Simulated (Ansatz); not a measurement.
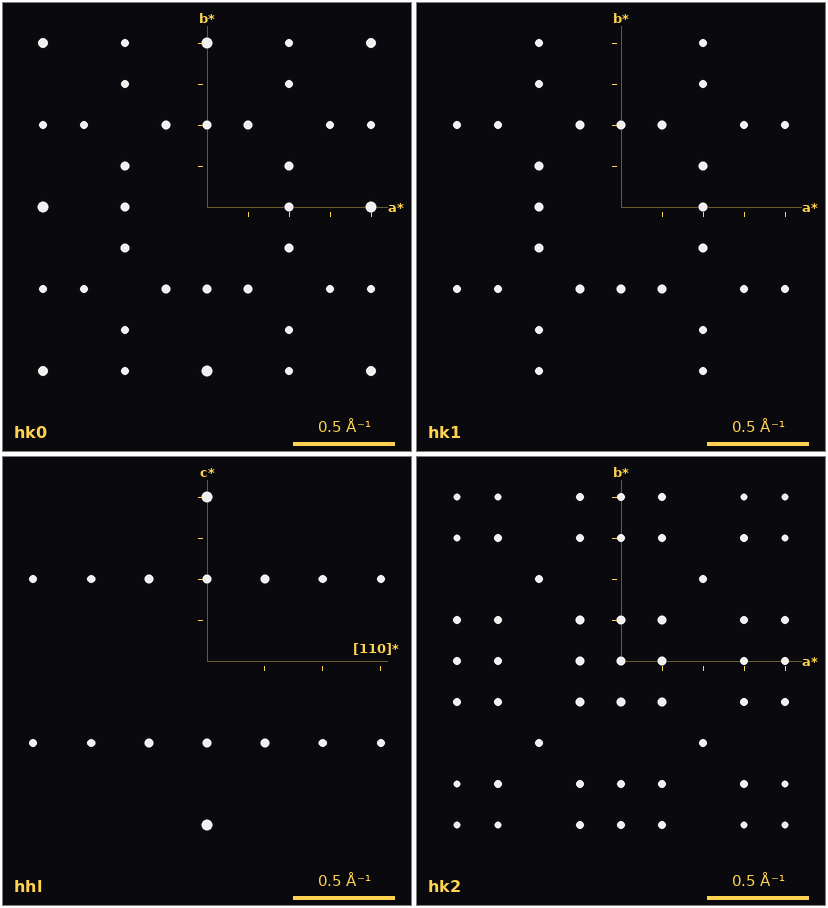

Four undistorted layers of reciprocal space, calculated for a single crystal (X-rays, kinematic |F|², B = 0.5 Å²). Tick marks count the reciprocal lattice steps of the conventional cell along each axis.

The compound is Ir. Structure: the end point of a relaxation with Ansatz 0.2.0, DFT, PBEsol, plane waves (420 eV) with PAW, scalar-relativistic; the starting structure was generated, so it need not be a known form of this composition.

> Read the reciprocal cell and give the direct cell.

a* = 0.204, b* = 0.204, c* = 0.204 Å⁻¹; the cell is cubic with a = 4.89 Å.

> Which reflection conditions do the layers show?

Reflections are present only under these conditions. hkl: no condition; hk0: no condition; hhl: l = 2n; h00: h = 2n. The lattice is primitive (P). Further gaps, such as 0 4 1, 4 0 1, 1 4 0, come from atoms on special positions, not from the group's general conditions. A few very weak reflections are below the display threshold.

> Which space groups fit?

The intensities have Laue symmetry m-3m (the hk0 layer shows 4mm, hk1 shows 4mm). With these conditions the candidates are P-43n (No. 218), Pm-3n (No. 223). Diffraction geometry alone does not choose among them; the structure has Pm-3n.
